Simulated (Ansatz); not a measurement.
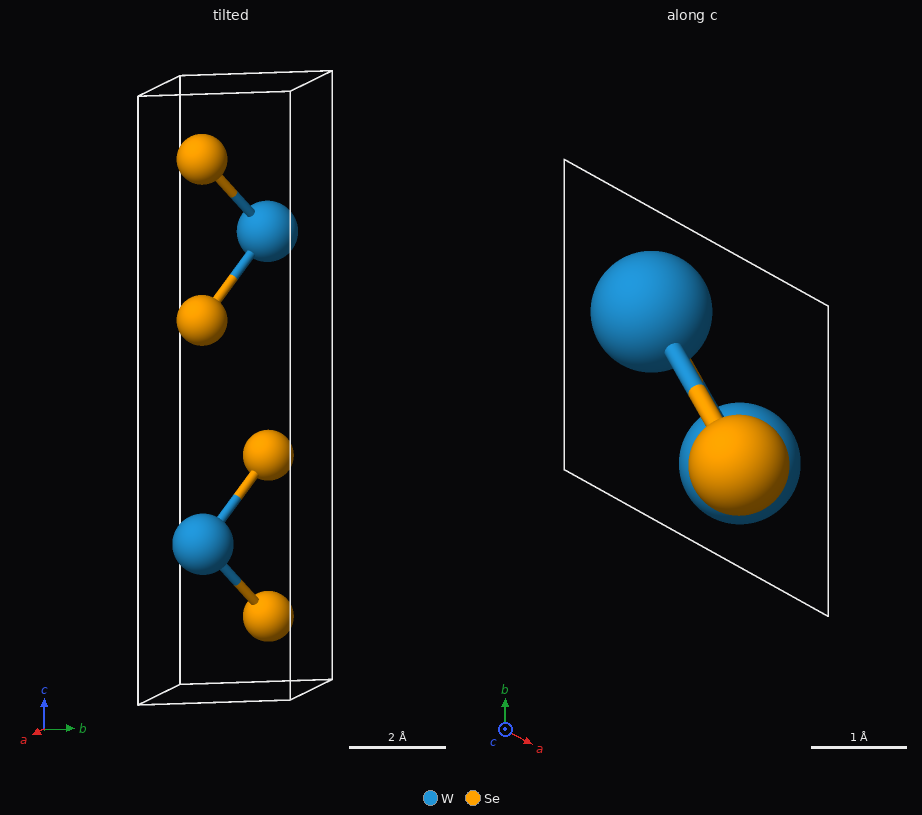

A ball-and-stick rendering, viewed slightly off an axis and along the c axis. The edges of the unit cell are marked. Cell: a = 3.181 Å, b = 3.266 Å, c = 12.847 Å, α = 90.00°, β = 90.00°, γ = 119.07°.

Summary of the structure:

Chemical formula WSe2. Strictly the space group is Cmcm (No. 63, within 0.01 Å). It is a distorted form of a primitive hexagonal structure, space group P6_3/mmc (No. 194) within 0.25 Å: 2H molybdenite (MoS₂) type. Counting shared atoms by their share gives 2 W, 4 Se, or 6 atoms. Around each W lie six Se in a trigonal prismatic arrangement at about 2.5 Å. Se is coordinated by three W in a trigonal pyramidal arrangement at about 2.5 Å. Not all metal-metal contacts are counted. The bonds build WSe2 layers parallel to (001).

The starting point was a structure listed in the Materials Project. The cell was then strained or its atoms displaced on purpose. It went into a calculation with Ansatz.
